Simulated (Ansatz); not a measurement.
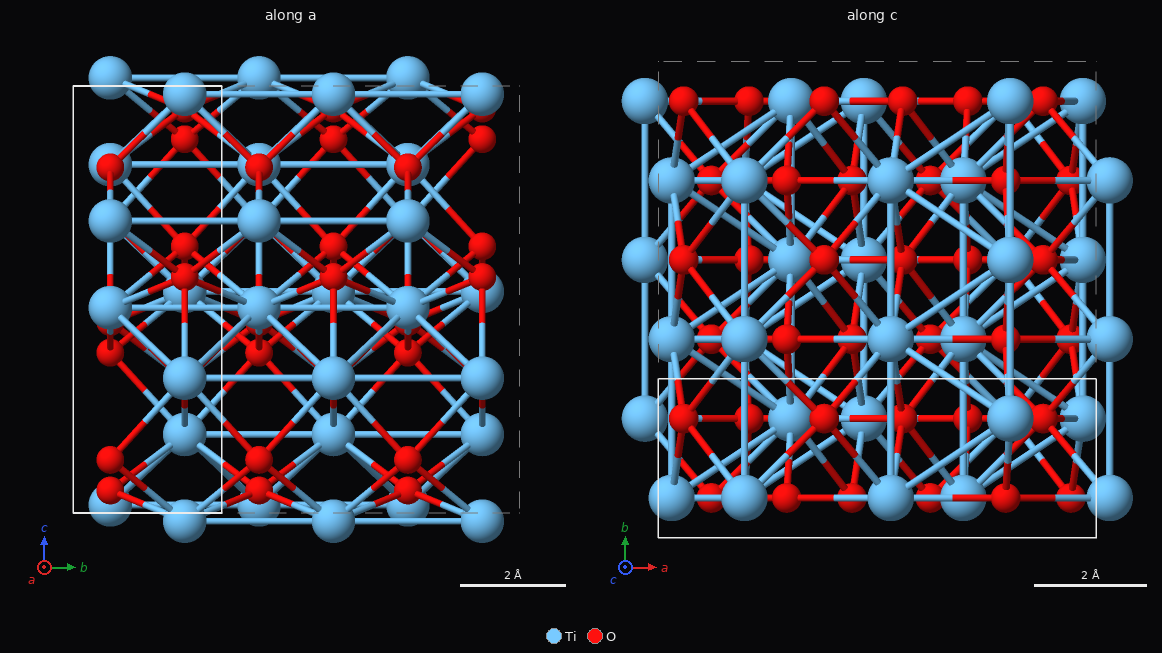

An orthographic ball-and-stick view of the structure, along the a axis and along the c axis. The conventional unit cell (solid box) is repeated to 1×3×1 cells.

Ti₂O₃, space group Pnma (No. 62), a = 7.83 Å, b = 2.84 Å, c = 8.15 Å, α = 90.00°, β = 90.00°, γ = 90.00°.

Computational set-up: Ansatz, DFT PBEsol, scalar-relativistic, plane waves, PAW, E_cut = 420 eV, 6×12×6 k-mesh, Gaussian smearing of 0.01 eV, no spin polarisation.

Is it conducting or gapped at this level?

A semiconductor at this level, with a gap of 0.16 eV on the k-mesh (the true edges may lie between mesh points, so the gap can be somewhat smaller).

How far is the cell from zero pressure?

The computed pressure is -5.8 GPa (stretched: it would shrink).

The structure comes from a structure listed in the Materials Project. Earlier steps of the study, as a rule a relaxation of our own, may have changed the cell and positions, so they can lie some per cent off the listed ones. Ansatz was used for an electronic-structure calculation on it.

At this level of theory the run's own cell isn't at rest (stretched, at -6 GPa), so its distances can differ from those at equilibrium, the more so the softer the solid.
